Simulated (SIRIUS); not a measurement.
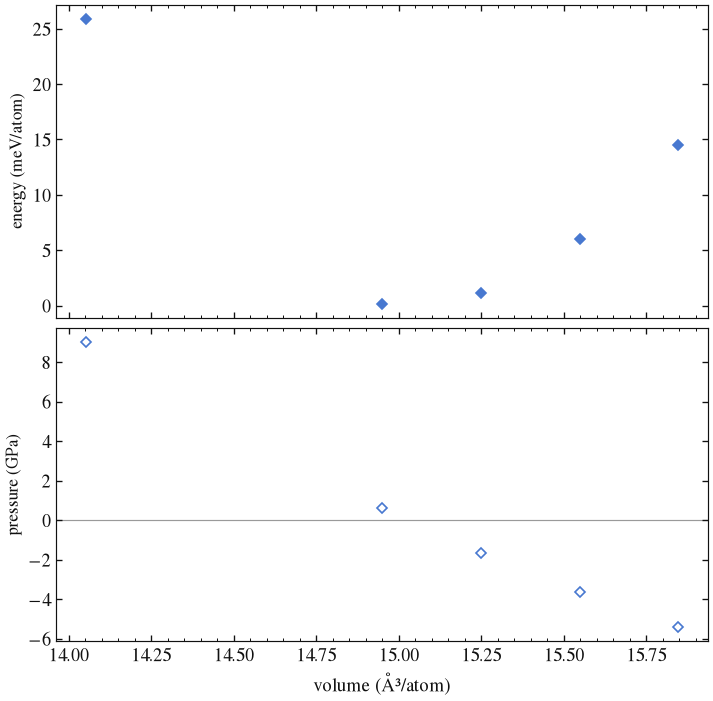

The plot gives the computed energy and pressure against volume for Si, space group I4_1/amd (No. 141).

Cell as given: a = 3.607 Å, b = 3.607 Å, c = 3.607 Å, α = 97.80°, β = 97.80°, γ = 136.76°; 2 atoms.

Computed with SIRIUS 7.12.0: plane-wave DFT, no spin polarisation; energies at scaled volumes of the given cell, shape and fractions fixed, counted from the fit's minimum, third-order Birch-Murnaghan fit. Level: PBEsol.

k mesh 11×11×11; occupations Fermi–Dirac; smearing width 0.05 eV; potentials dojo sr pbesol 0.4.1 standard; wave cutoff 489.8 eV; density cutoff 1959 eV.

The points at volume 14.352 Å³/atom and 14.651 Å³/atom are left out of the plot. What values does the calculation give there?

| volume (Å³/atom) | energy (meV/atom) | pressure (GPa) |
| --- | --- | --- |
| 14.352 | 11.99 | 5.88 |
| 14.651 | 3.60 | 3.09 |

Keep in mind: shape and atomic fractions are frozen while scaling, which makes layered, chain and framework solids too stiff.
